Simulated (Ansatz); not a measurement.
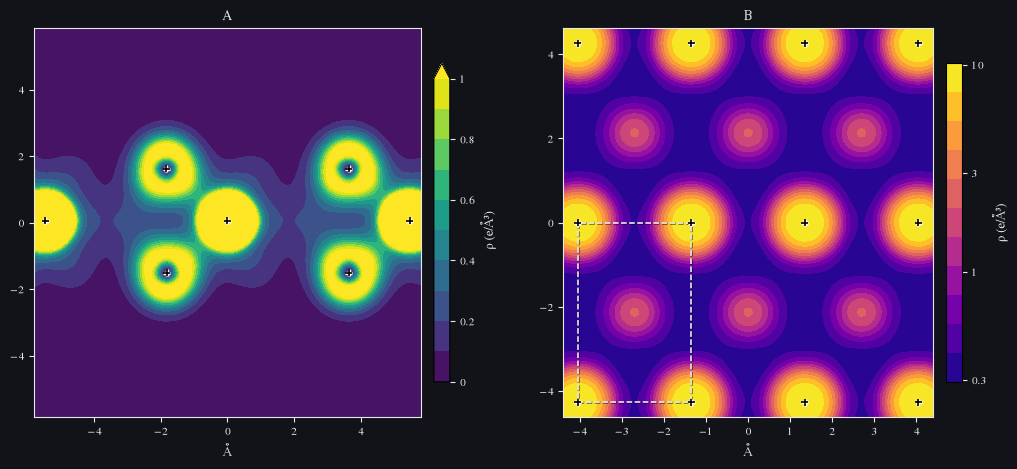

The valence electron density of 2 systems, each on a plane through atoms (crosses mark nuclei in the plane).

Computed with DFT PBE+D3(BJ), scalar-relativistic, plane waves, PAW in Ansatz 0.2.0.

System 1: Ru, the (100) plane of the conventional cell. Space group P6₃/mmc; computed without spin polarisation.

```
Ru
1.0
     2.69759    0.00000    0.00000
    -1.34880    2.33619    0.00000
     0.00000    0.00000    4.26582
Ru
2
Direct
  0.33333 0.66667 0.25000
  0.66667 0.33333 0.75000
```

System 2: W12S23 (cell with a defect), the (100) plane of the calculation cell, a cut from vacuum to vacuum. 

Question: Which map belongs to which system?

Answer: Panel A is system 2, W12S23: the plane holds W and S. W–S (2.41 Å): ρ at the midpoint is about 0.63 e/Å³. Panel B is system 1, Ru: the plane holds Ru. Ru–Ru (2.70 Å): ρ at the midpoint is about 0.39 e/Å³.
